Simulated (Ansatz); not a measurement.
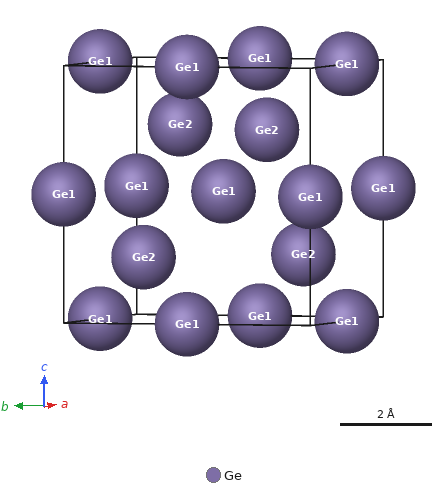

Fig. 1: The structure as given in the input (spheres-only view of the cell 4 times as large as that of the calculation, set on its symmetry axes, seen at an oblique angle; atoms are numbered from 1 in the order of the input).

# What a change does: single-point calculation on Ge

System: Ge (2 atoms in the cell).
Method of run 1: DFT PBE, scalar-relativistic, plane waves, PAW, no spin polarisation (Ansatz 0.2.0).

Text and figures count atoms from 1; the logs count them from 0 in places.

**The input, run 1**
```yaml
crystal:
  lattice:
    - [0.0, 2.83, 2.83]
    - [2.83, 0.0, 2.83]
    - [2.83, 2.83, 0.0]
  atoms:
    - { symbol: Ge, position: [0.5, 0.5, 0.5] }
    - { symbol: Ge, position: [0.75, 0.75, 0.75] }
basis:
  ecutwfc: 600
  ecutrho_ratio: 5
kpoints:
  mp_grid: { grid: [14, 14, 14] }
hamiltonian:
  xc: pbe
scf:
  occupations: { method: gaussian, width: 0.05 }
output:
  forces: true
  stress: true
  eigenvalues: true
```

Hardware: 2 threads of an Arm (aarch64) CPU, shared host.

**Output, shortened to warnings, some set-up lines, iterations and results (run 1)**
```
Basis set: ecut = 600 eV, 1459 PW (Γ), exchange–correlation on 72×72×72 points (8 copies of the dense FFT grid, shifted against one another)
Symmetry: 48 space group operations
k-points: 104 of 2744
Initial density: superposition of atomic densities (neutral atoms: chi_scale 0, normalization atom), corrected by the library's trained network
[...]
SCF iter   1: F=—  HF=-8589.944531 eV  |F-HF|=—  |Δ(HF+E_count)|=         —  Δρ=1.37e-3  dr2=8.48e-4  ethr=1.77e-3  ⟨swp⟩=6.0  Hψ=9020  notcnv=0
SCF iter   2: F=—  HF=-8589.944080 eV  |F-HF|=—  |Δ(HF+E_count)|=   4.51e-4  Δρ=7.88e-4  dr2=1.97e-4  ethr=3.03e-6  ⟨swp⟩=2.0  Hψ=3920  notcnv=0
SCF iter   3: F=—  HF=-8589.944090 eV  |F-HF|=—  |Δ(HF+E_count)|=   9.86e-6  Δρ=2.68e-4  dr2=2.56e-5  ethr=7.03e-7  ⟨swp⟩=2.0  Hψ=3329  notcnv=0
SCF iter   4: F=—  HF=-8589.944116 eV  |F-HF|=—  |Δ(HF+E_count)|=   2.63e-5  Δρ=8.58e-5  dr2=2.61e-6  ethr=9.13e-8  ⟨swp⟩=2.0  Hψ=2289  notcnv=0
SCF iter   5: F=-8589.944116 eV  HF=-8589.944116 eV  |F-HF|=1.99e-8  |Δ(HF+E_count)|=   1.85e-7  Δρ=1.14e-5  dr2=3.19e-8  ethr=9.32e-9  ⟨swp⟩=2.0  Hψ=3329  notcnv=0
SCF iter   6: F=-8589.944116 eV  HF=-8589.944116 eV  |F-HF|=2.40e-9  |Δ(HF+E_count)|=   1.84e-8  Δρ=2.12e-6  dr2=1.03e-9  ethr=1.14e-10  ⟨swp⟩=2.0  Hψ=5889  notcnv=0
SCF 1 converged in 6 iterations: F = -8589.944116 eV  dr2 = 1.03e-9
SCF converged after 6 iterations
Free energy (F): -8589.944116 eV
Harris-Foulkes:  -8589.944116 eV  (|F-HF|=2.40e-9)
Internal energy: -8589.944084 eV  (E = F + TS)
E sigma→0 (E₀):  -8589.944100 eV
Entropy (-TS):   -0.000032 eV (-0.016 meV/atom)
Fermi energy:    8.589571 eV
--- Per-component energies (eV) ---
  E_band       = -298.859646
  E_kinetic    = 223.112005
  E_local      = -4942.768609  (includes V_loc(G=0)·N_el)
  E_nonlocal   = 837.572113
  E_hartree    = 2169.608682
  E_xc         = -151.268273
  E_vxc        = -129.393282  (∫ρ·V_xc dr)
  E_paw        = -4040.100312  (= ΣΔE_a)
  E_vpaw       = -626.602220  (= ΣTr[D̂ρ^β])
  E_aug_tail   = 0.000043  (compensation charges beyond the density's cutoff)
  E_ewald      = -2686.099733
  E_smearing   = -0.000032  (= −TS)
  E_closure    = -0.000000  (closes the sum)
  Σ components = -8589.944116   (vs F -8589.944116, Δ=0.00e0)
--- Forces (eV/Å), atoms counted from 1 ---
  atom   1  Ge     0.00000000    -0.00000000     0.00000000
  atom   2  Ge     0.00000000    -0.00000000     0.00000000
  max |Σ_I F_I| component: 1.30e-16 eV/Å
--- Stress (GPa, compression-positive) ---
        3.563559      -0.000000      -0.000000
        0.000000       3.563559       0.000000
       -0.000000      -0.000000       3.563559
  P = ⅓ Tr σ = 3.5636 GPa (35.636 kbar)
```

The input of run 2 differs as follows (lines with − go, lines with + come):
```diff
-    - [0.0, 2.83, 2.83]
-    - [2.83, 0.0, 2.83]
-    - [2.83, 2.83, 0.0]
+    - [0.0, 2.8522356578, 2.8522356578]
+    - [2.8522356578, 0.0, 2.8522356578]
+    - [2.8522356578, 2.8522356578, 0.0]
```

What does this change do to the results?

With the same functional and potentials, run 2 lies 9.1 meV per atom lower. The pressure goes from 3.56 to 1.88 GPa. The volume per atom goes from 22.67 to 23.20 Å³. The cell is scaled evenly with the atoms at fixed fractional positions, so −ΔP/Δ ln V estimates the bulk modulus midway between the two volumes: about 72 GPa. The number of SCF iterations is the same. The plane waves at Γ go from 1459 to 1471.

**Output, shortened to warnings, some set-up lines, iterations and results (run 2)**
```
Basis set: ecut = 600 eV, 1471 PW (Γ), exchange–correlation on 80×80×80 points (8 copies of the dense FFT grid, shifted against one another)
Symmetry: 48 space group operations
k-points: 104 of 2744
Initial density: superposition of atomic densities (neutral atoms: chi_scale 0, normalization atom), corrected by the library's trained network
[...]
SCF iter   1: F=—  HF=-8589.962697 eV  |F-HF|=—  |Δ(HF+E_count)|=         —  Δρ=1.49e-3  dr2=1.14e-3  ethr=1.77e-3  ⟨swp⟩=6.0  Hψ=9013  notcnv=0
SCF iter   2: F=—  HF=-8589.962258 eV  |F-HF|=—  |Δ(HF+E_count)|=   4.40e-4  Δρ=8.26e-4  dr2=2.55e-4  ethr=4.06e-6  ⟨swp⟩=2.0  Hψ=3886  notcnv=0
SCF iter   3: F=—  HF=-8589.962284 eV  |F-HF|=—  |Δ(HF+E_count)|=   2.67e-5  Δρ=2.78e-4  dr2=2.98e-5  ethr=9.09e-7  ⟨swp⟩=2.0  Hψ=3329  notcnv=0
SCF iter   4: F=—  HF=-8589.962306 eV  |F-HF|=—  |Δ(HF+E_count)|=   2.14e-5  Δρ=8.91e-5  dr2=2.93e-6  ethr=1.06e-7  ⟨swp⟩=3.0  Hψ=3350  notcnv=0
SCF iter   5: F=-8589.962306 eV  HF=-8589.962306 eV  |F-HF|=2.10e-8  |Δ(HF+E_count)|=   6.00e-7  Δρ=1.09e-5  dr2=3.07e-8  ethr=1.05e-8  ⟨swp⟩=2.0  Hψ=3331  notcnv=0
SCF iter   6: F=-8589.962306 eV  HF=-8589.962306 eV  |F-HF|=2.09e-9  |Δ(HF+E_count)|=   1.97e-8  Δρ=1.94e-6  dr2=8.90e-10  ethr=1.10e-10  ⟨swp⟩=2.0  Hψ=5992  notcnv=0
SCF 1 converged in 6 iterations: F = -8589.962306 eV  dr2 = 8.90e-10
SCF converged after 6 iterations
Free energy (F): -8589.962306 eV
Harris-Foulkes:  -8589.962306 eV  (|F-HF|=2.09e-9)
Internal energy: -8589.962277 eV  (E = F + TS)
E sigma→0 (E₀):  -8589.962291 eV
Entropy (-TS):   -0.000030 eV (-0.015 meV/atom)
Fermi energy:    8.267115 eV
--- Per-component energies (eV) ---
  E_band       = -306.362906
  E_kinetic    = 222.450856
  E_local      = -4976.408323  (includes V_loc(G=0)·N_el)
  E_nonlocal   = 837.223203
  E_hartree    = 2182.766375
  E_xc         = -150.951641
  E_vxc        = -128.960593  (∫ρ·V_xc dr)
  E_paw        = -4039.883539  (= ΣΔE_a)
  E_vpaw       = -626.203551  (= ΣTr[D̂ρ^β])
  E_aug_tail   = 0.000042  (compensation charges beyond the density's cutoff)
  E_ewald      = -2665.159250
  E_smearing   = -0.000030  (= −TS)
  E_closure    = 0.000000  (closes the sum)
  Σ components = -8589.962306   (vs F -8589.962306, Δ=0.00e0)
--- Forces (eV/Å), atoms counted from 1 ---
  atom   1  Ge    -0.00000000     0.00000000    -0.00000000
  atom   2  Ge    -0.00000000     0.00000000    -0.00000000
  max |Σ_I F_I| component: 2.41e-16 eV/Å
--- Stress (GPa, compression-positive) ---
        1.879571       0.000000      -0.000000
       -0.000000       1.879571       0.000000
       -0.000000      -0.000000       1.879571
  P = ⅓ Tr σ = 1.8796 GPa (18.796 kbar)
```

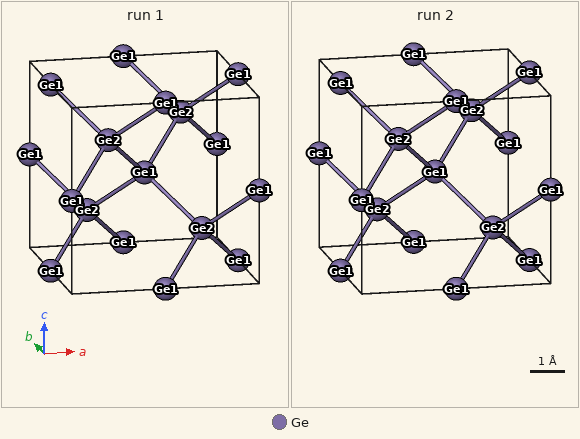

Fig. 2: The two input geometries at one scale (ball-and-stick view of the cell 4 times as large as that of the calculation, set on its symmetry axes, seen slightly off an axis). The atoms keep their places relative to the cell (all moves are under 0.005 Å). The drawn cell changes as follows: a = b = c 5.660 → 5.704 Å (+0.8 %); the volume changes by +2.4 %. Among the contacts that change: Ge1–Ge2 2.451 → 2.470 Å.

**The two runs side by side**

| quantity | run 1 | run 2 |
| --- | --- | --- |
| outcome | converged | converged |
| free energy per atom (eV) | −4294.9721 | −4294.9812 |
| pressure (GPa) | 3.56 | 1.88 |
| volume per atom (Å³) | 22.67 | 23.20 |
| largest force (eV/Å) | 0.000 | 0.000 |
| SCF iterations | 6 | 6 |
| irreducible k-points | 104 | 104 |
| plane waves at Γ | 1459 | 1471 |
| wall time (shared host) | 3.3 s | 3.5 s |
